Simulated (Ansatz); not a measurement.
Run report: Al3Cu2, geometry relaxation (part 1 of 2)

System: Al3Cu2 (P-3m1, 5 atoms in the cell).
Method: DFT PBEsol, scalar-relativistic, plane waves, PAW, no spin polarisation (Ansatz 0.2.0).

The structure derives from a Materials Project entry.

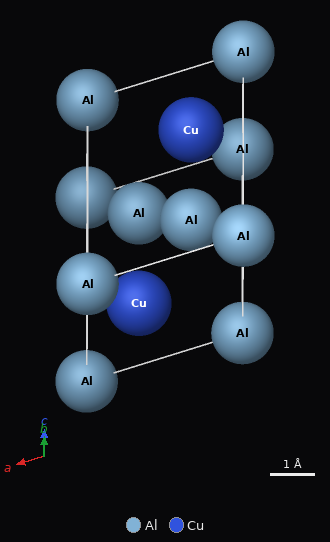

The input geometry (spheres-only view of the cell of the calculation, seen at an oblique angle). An atom can appear more than once, as a periodic image.

## Summary

```csv
quantity,value
outcome,converged
space group (tolerance 0.01 Å),P-3m1 (164)
electrons treated,47
free energy,−14752.0417 eV
Fermi energy,11.267 eV
gap on the k-point mesh,none (metallic)
pressure,−0.03 GPa
final volume,72.48 Å³
largest force (length of the vector) at the end,0.003 eV/Å
final cell,"a = 4.099 Å, b = 4.099 Å, c = 4.982 Å, α = 90.00°, β = 90.00°, γ = 120.00°"
hardware,"2 threads of Intel Xeon @ 2.50GHz (Skylake/Cascade Lake), 189 GiB of memory available, shared host"
wall time,97 s (CPU time 3.1 min)
peak memory,0.54 GiB
```

## The input
```yaml
crystal:
  lattice:
    - [4.0919516368, 0.0, 0.0]
    - [-2.0459758184, 3.5437340685, 0.0]
    - [0.0, 0.0, 4.9927787]
  atoms:
    - { symbol: Al, position: [0.0, 0.0, 0.0] }
    - { symbol: Al, position: [0.33333333, 0.66666667, 0.34992535] }
    - { symbol: Al, position: [0.66666667, 0.33333333, 0.65007465] }
    - { symbol: Cu, position: [0.33333333, 0.66666667, 0.83951213] }
    - { symbol: Cu, position: [0.66666667, 0.33333333, 0.16048787] }
basis:
  ecutwfc: 420
kpoints:
  mp_grid: { grid: [12, 12, 8] }
hamiltonian:
  xc: pbesol
scf:
  occupations: { method: gaussian, width: 0.1 }
output:
  forces: true
  stress: true
  eigenvalues: true
relax:
  adjacent_minimum: "off"
  f_tol: 0.01
  max_steps: 80
  cell: { stress_tol: 0.05 }
```

Launched with:
```bash
ansatz run input.yaml --threads 2 --pin off --max-ram 5120MiB --backend cpu --events-out ev --progress --plain --runs-dir out
```

## Output
```
Engine: ansatz 0.2.0, x86_64-unknown-linux-gnu
Pseudopotentials: kind: paw
Pseudopotential: Al, paw, valence charge 3, recommended cutoff 420 eV (normal), Al.paw.azcp
Pseudopotential: Cu, paw, valence charge 19, recommended cutoff 420 eV (normal), Cu.paw.azcp
Functional definition: PBEsol
  exchange = pbesol_x
  correlation = pbesol_c
Crystal: 5 atoms, lattice volume = 72.399 Å³
Basis set: ecut = 420 eV, 1397 PW (Γ), exchange–correlation on 60×60×72 points (8 copies of the dense FFT grid, shifted against one another)
Bands: 29, of which v1, the nominal top of the filled ones, is band 24 counted from 1 (23 counted from 0)
Symmetry: 12 space group operations
Space group: P-3m1 (ITA 164), of the structure as read, at distance tolerance 4.2e-5 Å
k-points: 131 of 1152
Non-local potential: Al, projectors of the file, l = 0: 2, l = 1: 2, l = 2: 1
Non-local potential: Cu, projectors of the file, l = 0: 3, l = 1: 2, l = 2: 3, l = 3: 1
PAW form: soft (Blöchl's): semilocal exchange-correlation on the pseudo side does not see the compensation charge
PAW frozen core: Al, regenerated for the run's functional, and the local potential with it (the file was generated under x = pbe(κ = 0.804, μ = 0.2195149727645171), c = pbe(β = 0.06672455060314922))
PAW frozen core: Cu, regenerated for the run's functional, and the local potential with it (the file was generated under x = pbe(κ = 0.804, μ = 0.2195149727645171), c = pbe(β = 0.06672455060314922))
PAW one-centre angular grid: Al, 110 points (default); XC on 64 Gauss nodes
PAW one-centre angular grid: Cu, 590 points (default); XC on 64 Gauss nodes
Initial density: superposition of atomic densities (neutral atoms: chi_scale 0, normalization atom), corrected by the library's trained network
Initial wavefunctions: pseudopotential atomic-orbital guess
Functional: x = pbesol(κ = 0.804, μ = 0.12345679012345678), c = pbesol(β = 0.046)
SCF iter   1: F=—  HF=-14752.052121 eV  |F-HF|=—  |Δ(HF+E_count)|=         —  Δρ=1.14e-2  dr2=5.83e-2  ethr=1.77e-3  ⟨swp⟩=6.3  Hψ=17002  notcnv=0
preconditioner: auto → Kerker (q_TF=auto, 2.539 Å⁻¹)  [metal: Δε(μ)=0.017 eV  Ē_g=7.561 eV  σ=0.100 eV  W_gap=0.10  n_scr=22 (ndim 8)  ℏωp=24.3 eV  f_vac=0.001  D(μ)=1.34/eV (n_scr^D=8)]
SCF iter   2: F=—  HF=-14752.041766 eV  |F-HF|=—  |Δ(HF+E_count)|=   1.04e-2  Δρ=1.57e-3  dr2=3.04e-3  ethr=1.24e-4  ⟨swp⟩=2.0  Hψ=6998  notcnv=0  defer=114
SCF iter   3: F=—  HF=-14752.040907 eV  |F-HF|=—  |Δ(HF+E_count)|=   8.60e-4  Δρ=1.55e-3  dr2=2.60e-3  ethr=6.47e-6  ⟨swp⟩=2.0  Hψ=4923  notcnv=0  defer=114
SCF iter   4: F=—  HF=-14752.040420 eV  |F-HF|=—  |Δ(HF+E_count)|=   4.87e-4  Δρ=6.49e-4  dr2=6.14e-4  ethr=5.53e-6  ⟨swp⟩=1.0  Hψ=3661  notcnv=0  defer=114
SCF iter   5: F=—  HF=-14752.040286 eV  |F-HF|=—  |Δ(HF+E_count)|=   1.35e-4  Δρ=1.59e-4  dr2=3.98e-5  ethr=1.31e-6  ⟨swp⟩=2.0  Hψ=4508  notcnv=0  defer=114
SCF iter   6: F=—  HF=-14752.040272 eV  |F-HF|=—  |Δ(HF+E_count)|=   1.30e-5  Δρ=4.26e-5  dr2=2.13e-6  ethr=8.46e-8  ⟨swp⟩=2.3  Hψ=5411  notcnv=0  defer=114
SCF iter   7: F=-14752.040272 eV  HF=-14752.040272 eV  |F-HF|=2.54e-8  |Δ(HF+E_count)|=   2.54e-7  Δρ=1.02e-5  dr2=6.79e-8  ethr=2.13e-10  ⟨swp⟩=6.5  Hψ=18581  notcnv=0
SCF 1 converged in 7 iterations: F = -14752.040272 eV  dr2 = 6.79e-8
  greatest PAW one-centre occupation: 1.000 electrons in one spin orbital (limit 2), on the Cu atom at site 4 (counted from 0), in its partial waves of l = 0
relax step   1: F+E_penalty+E_count = -14752.04027221 eV  Δ(F+E_penalty+E_count) = +0.000e0 eV  max|allowed force component| = 6.213e-2 eV/Å  Δτ_max = 0.0000 Å  P = +0.132 GPa  Ω = 72.399 Å³  (7 SCF iters, dr2 threshold 1.00e-7 eV, accepted)
Crystal: 5 atoms, lattice volume = 72.449 Å³
Initial density: handed on by an earlier stage of this run
Initial wavefunctions: those handed on with the density
iter 1 solved again at ethr=6.87e-7 eV; its pass at ethr=3.10e-3 eV (dr2=3.23e-4 eV) is discarded
SCF iter   1: F=—  HF=-14752.041223 eV  |F-HF|=—  |Δ(HF+E_count)|=         —  Δρ=8.60e-4  dr2=3.33e-4  ethr=6.87e-7  ⟨swp⟩=3.0  Hψ=18816  notcnv=0
preconditioner: auto → Kerker (q_TF=auto, 2.538 Å⁻¹)  [metal: Δε(μ)=0.018 eV  Ē_g=7.630 eV  σ=0.100 eV  W_gap=0.10  n_scr=22 (ndim 8)  ℏωp=24.3 eV  f_vac=0.000  D(μ)=1.38/eV (n_scr^D=8)]
SCF iter   2: F=—  HF=-14752.041131 eV  |F-HF|=—  |Δ(HF+E_count)|=   9.20e-5  Δρ=4.40e-4  dr2=9.15e-5  ethr=6.87e-7  ⟨swp⟩=1.9  Hψ=5635  notcnv=0
SCF iter   3: F=—  HF=-14752.041078 eV  |F-HF|=—  |Δ(HF+E_count)|=   5.30e-5  Δρ=2.17e-4  dr2=2.16e-5  ethr=1.95e-7  ⟨swp⟩=2.0  Hψ=6541  notcnv=0
SCF iter   4: F=—  HF=-14752.041073 eV  |F-HF|=—  |Δ(HF+E_count)|=   5.48e-6  Δρ=3.08e-5  dr2=4.70e-7  ethr=4.60e-8  ⟨swp⟩=2.1  Hψ=5589  notcnv=0
iter 5 did not close the SCF: its close was put off for the readings that it lacked (scf_convergence_deferred on its scf_iter line)
SCF iter   5: F=-14752.041073 eV  HF=-14752.041073 eV  |F-HF|=1.15e-8  |Δ(HF+E_count)|=   1.35e-7  Δρ=5.35e-6  dr2=2.54e-8  ethr=9.99e-10  ⟨swp⟩=2.2  Hψ=5946  notcnv=0
SCF iter   6: F=-14752.041073 eV  HF=-14752.041073 eV  |F-HF|=8.40e-10  |Δ(HF+E_count)|=  8.15e-10  Δρ=1.60e-6  dr2=2.66e-9  ethr=5.41e-11  ⟨swp⟩=1.9  Hψ=11447  notcnv=0
SCF 2 converged in 6 iterations: F = -14752.041073 eV  dr2 = 2.66e-9
relax step   2: F+E_penalty+E_count = -14752.04107281 eV  Δ(F+E_penalty+E_count) = -8.006e-4 eV  max|allowed force component| = 4.474e-2 eV/Å  Δτ_max = 0.0046 Å  P = +0.039 GPa  Ω = 72.449 Å³  energy of the carried Pulay correction = -2.122e-5 eV  (6 SCF iters, dr2 threshold 2.41e-7 eV, accepted)
Crystal: 5 atoms, lattice volume = 72.427 Å³
iter 1 solved again at ethr=2.20e-6 eV; its pass at ethr=3.10e-3 eV (dr2=1.04e-3 eV) is discarded
SCF iter   1: F=—  HF=-14752.042182 eV  |F-HF|=—  |Δ(HF+E_count)|=         —  Δρ=1.66e-3  dr2=1.06e-3  ethr=2.20e-6  ⟨swp⟩=3.0  Hψ=18990  notcnv=0
preconditioner: auto → Kerker (q_TF=auto, 2.539 Å⁻¹)  [metal: Δε(μ)=0.026 eV  Ē_g=7.629 eV  σ=0.100 eV  W_gap=0.14  n_scr=22 (ndim 8)  ℏωp=24.3 eV  f_vac=0.000  D(μ)=1.37/eV (n_scr^D=8)]
SCF iter   2: F=—  HF=-14752.041794 eV  |F-HF|=—  |Δ(HF+E_count)|=   3.88e-4  Δρ=8.93e-4  dr2=3.22e-4  ethr=2.20e-6  ⟨swp⟩=1.0  Hψ=3799  notcnv=0
SCF iter   3: F=—  HF=-14752.041641 eV  |F-HF|=—  |Δ(HF+E_count)|=   1.53e-4  Δρ=9.09e-5  dr2=3.93e-6  ethr=6.86e-7  ⟨swp⟩=2.0  Hψ=6493  notcnv=0
SCF iter   4: F=—  HF=-14752.041633 eV  |F-HF|=—  |Δ(HF+E_count)|=   7.52e-6  Δρ=7.94e-5  dr2=3.21e-6  ethr=8.35e-9  ⟨swp⟩=2.0  Hψ=6673  notcnv=0
SCF iter   5: F=—  HF=-14752.041632 eV  |F-HF|=—  |Δ(HF+E_count)|=   7.21e-7  Δρ=1.12e-5  dr2=1.58e-7  ethr=6.83e-9  ⟨swp⟩=2.0  Hψ=5067  notcnv=0
SCF iter   6: F=-14752.041632 eV  HF=-14752.041632 eV  |F-HF|=1.87e-9  |Δ(HF+E_count)|=   4.00e-8  Δρ=2.81e-6  dr2=4.35e-9  ethr=2.66e-10  ⟨swp⟩=4.1  Hψ=12438  notcnv=0
SCF 3 converged in 6 iterations: F = -14752.041632 eV  dr2 = 4.35e-9
relax step   3: F+E_penalty+E_count = -14752.04163243 eV  Δ(F+E_penalty+E_count) = -5.596e-4 eV  max|allowed force component| = 5.244e-3 eV/Å  Δτ_max = 0.0098 Å  P = +0.056 GPa  Ω = 72.427 Å³  energy of the carried Pulay correction = -1.169e-5 eV  (6 SCF iters, dr2 threshold 1.25e-7 eV, accepted)
Crystal: 5 atoms, lattice volume = 72.479 Å³
iter 1 solved again at ethr=9.05e-8 eV; its pass at ethr=3.10e-3 eV (dr2=4.25e-5 eV) is discarded
SCF iter   1: F=—  HF=-14752.041634 eV  |F-HF|=—  |Δ(HF+E_count)|=         —  Δρ=2.92e-4  dr2=4.43e-5  ethr=9.05e-8  ⟨swp⟩=1.4  Hψ=15104  notcnv=0
preconditioner: auto → Kerker (q_TF=auto, 2.538 Å⁻¹)  [metal: Δε(μ)=0.027 eV  Ē_g=7.626 eV  σ=0.100 eV  W_gap=0.15  n_scr=22 (ndim 8)  ℏωp=24.3 eV  f_vac=0.000  D(μ)=1.37/eV (n_scr^D=8)]
SCF iter   2: F=—  HF=-14752.041631 eV  |F-HF|=—  |Δ(HF+E_count)|=   3.47e-6  Δρ=5.76e-5  dr2=1.81e-6  ethr=9.05e-8  ⟨swp⟩=2.0  Hψ=4874  notcnv=0
SCF iter   3: F=—  HF=-14752.041618 eV  |F-HF|=—  |Δ(HF+E_count)|=   1.24e-5  Δρ=4.43e-5  dr2=1.40e-6  ethr=3.84e-9  ⟨swp⟩=2.1  Hψ=5653  notcnv=0
SCF iter   4: F=—  HF=-14752.041618 eV  |F-HF|=—  |Δ(HF+E_count)|=   2.72e-7  Δρ=1.12e-5  dr2=6.72e-8  ethr=2.99e-9  ⟨swp⟩=2.2  Hψ=5220  notcnv=0
iter 5 did not close the SCF: its close was put off for the readings that it lacked (scf_convergence_deferred on its scf_iter line)
SCF iter   5: F=-14752.041618 eV  HF=-14752.041618 eV  |F-HF|=3.59e-9  |Δ(HF+E_count)|=   2.72e-8  Δρ=1.71e-6  dr2=5.14e-9  ethr=1.43e-10  ⟨swp⟩=2.0  Hψ=5586  notcnv=0
SCF iter   6: F=-14752.041618 eV  HF=-14752.041618 eV  |F-HF|=6.64e-10  |Δ(HF+E_count)|=  6.31e-10  Δρ=5.11e-7  dr2=7.87e-10  ethr=1.09e-11  ⟨swp⟩=2.5  Hψ=11945  notcnv=0
SCF 4 converged in 6 iterations: F = -14752.041618 eV  dr2 = 7.87e-10
relax step   4: F+E_penalty+E_count = -14752.04161818 eV  Δ(F+E_penalty+E_count) = +1.425e-5 eV  max|allowed force component| = 2.504e-3 eV/Å  Δτ_max = 0.0005 Å  P = -0.027 GPa  Ω = 72.479 Å³  energy of the carried Pulay correction = -3.376e-5 eV  (6 SCF iters, dr2 threshold 9.43e-9 eV, accepted)
Initial wavefunctions: pseudopotential atomic-orbital guess (no wavefunctions were taken with the density)
iter 1 solved again at ethr=1.10e-7 eV; its pass at ethr=3.10e-3 eV (dr2=5.15e-5 eV) is discarded
SCF iter   1: F=—  HF=-14752.041661 eV  |F-HF|=—  |Δ(HF+E_count)|=         —  Δρ=3.73e-6  dr2=2.20e-9  ethr=1.10e-7  ⟨swp⟩=3.0  Hψ=26582  notcnv=0
eigensolver tolerance schedule: the retry pair's looser diagonalisation over-reported the residual by 23358.47 of it (diagonalisation noise at 4.72 of the residual, at the tolerance the schedule requests for it); recorded, not acted on — ethr = c·dr2/N_el stays at c = 1.0e-1
preconditioner: auto → Kerker (q_TF=auto, 2.538 Å⁻¹)  [metal: Δε(μ)=0.027 eV  Ē_g=7.624 eV  σ=0.100 eV  W_gap=0.15  n_scr=22 (ndim 8)  ℏωp=24.3 eV  f_vac=0.000  D(μ)=1.37/eV (n_scr^D=8)]
SCF iter   2: F=—  HF=-14752.041657 eV  |F-HF|=—  |Δ(HF+E_count)|=   4.74e-6  Δρ=2.02e-6  dr2=7.85e-10  ethr=4.69e-12  ⟨swp⟩=3.0  Hψ=8778  notcnv=0
SCF iter   3: F=—  HF=-14752.041657 eV  |F-HF|=—  |Δ(HF+E_count)|=  7.35e-10  Δρ=9.56e-7  dr2=2.81e-10  ethr=1.67e-12  ⟨swp⟩=1.0  Hψ=3799  notcnv=0
SCF iter   4: F=—  HF=-14752.041657 eV  |F-HF|=—  |Δ(HF+E_count)|=  1.55e-10  Δρ=3.74e-7  dr2=8.44e-11  ethr=1.00e-12  ⟨swp⟩=2.1  Hψ=5632  notcnv=0
iter 5 did not close the SCF: its close was put off for the readings that it lacked (scf_convergence_deferred on its scf_iter line)
SCF iter   5: F=-14752.041657 eV  HF=-14752.041657 eV  |F-HF|=0.00e0  |Δ(HF+E_count)|=  1.82e-11  Δρ=8.47e-8  dr2=1.46e-11  ethr=1.00e-12  ⟨swp⟩=1.0  Hψ=3799  notcnv=0
SCF iter   6: F=-14752.041657 eV  HF=-14752.041657 eV  |F-HF|=1.82e-12  |Δ(HF+E_count)|=  1.82e-12  Δρ=3.34e-8  dr2=1.11e-12  ethr=1.00e-12  ⟨swp⟩=2.7  Hψ=10614  notcnv=0
SCF 5 converged in 6 iterations: F = -14752.041657 eV  dr2 = 1.11e-12
relax step   5: F+E_penalty+E_count = -14752.04165674 eV  Δ(F+E_penalty+E_count) = -3.857e-5 eV  max|allowed force component| = 2.529e-3 eV/Å  Δτ_max = 0.0000 Å  P = -0.027 GPa  Ω = 72.479 Å³  stress off target by 3.94e-2 GPa  SCF on the basis re-selected at this cell (its energy is not comparable with the rows above)  (6 SCF iters)
```
